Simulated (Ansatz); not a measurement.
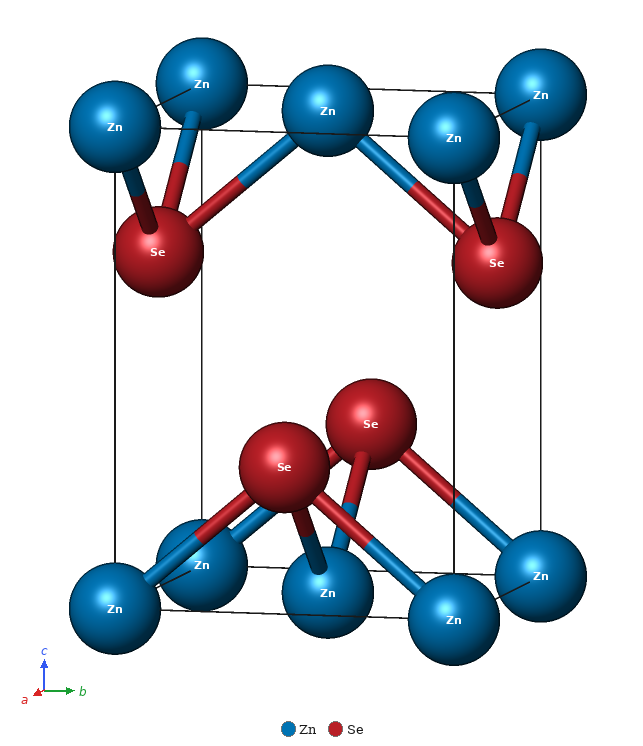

The image is a ball-and-stick drawing of a crystal, viewed slightly off an axis. Thin lines show the conventional unit cell, with boundary atoms drawn in all their periodic places.

ZnSe, space group P4/nmm (No. 129), a = 4.06 Å, b = 4.06 Å, c = 5.64 Å, α = 90.00°, β = 90.00°, γ = 90.00°.

Theory: DFT PBE, scalar-relativistic, plane waves, PAW in Ansatz 0.2.0. Numerical settings: plane-wave cutoff 420 eV, k-points on an 8×8×6 grid, Gaussian smearing of 0.02 eV, no spin polarisation.

> Metal or not?

A semiconductor at this level, with a gap of 0.98 eV on the k-mesh (the true edges may lie between mesh points, so the gap can be somewhat smaller).

> Would the cell expand or shrink if it could?

The computed pressure is -4.5 GPa (stretched: it would shrink). The stress isn't hydrostatic: its largest component is 8.5 GPa.

Origin of the cell: a structure listed in the Materials Project. The cell was then strained or its atoms displaced on purpose. It was the input of a calculation with Ansatz.

At this level of theory the cell isn't at rest (stretched, at -4 GPa and forces up to 1.8 eV/Å), so its distances can differ from those at equilibrium, the more so the softer the solid.
